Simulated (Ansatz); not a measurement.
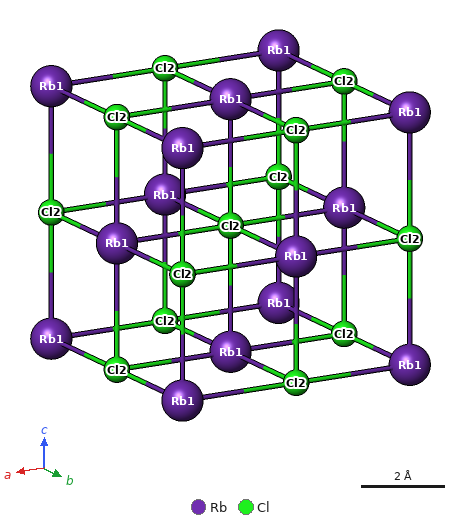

The starting point is a symmetric starting cell of RbCl (made from another compound by putting Rb in place of Li). Style: ball-and-stick. Shown: the conventional cell (4 times the calculation's cell), from a free direction. Lengths and directions refer to the drawn axes.

These are results of DFT PBE, scalar-relativistic, plane waves, PAW in Ansatz 0.2.0, not measurements. Set-up: plane-wave cutoff 420 eV; k-point mesh 6 × 6 × 6; occupations gaussian; smearing width 0.02 eV; no spin polarisation.

The variant: All lengths are scaled by +1.2 % (volume +3.5 %), the atoms keeping their fractional coordinates. No relaxation follows. The starting cell wasn't computed here and needn't be at equilibrium, so pressure and forces aren't due to the change alone.

Predict the response.

The pressure is 2.3 GPa (not all of it need come from the change, since the unchanged cell can be under pressure at this level too). All forces vanish by symmetry. Among the bonded contacts that change: Cl–Rb 3.180 → 3.217 Å. The space group stays Fm-3m (No. 225).
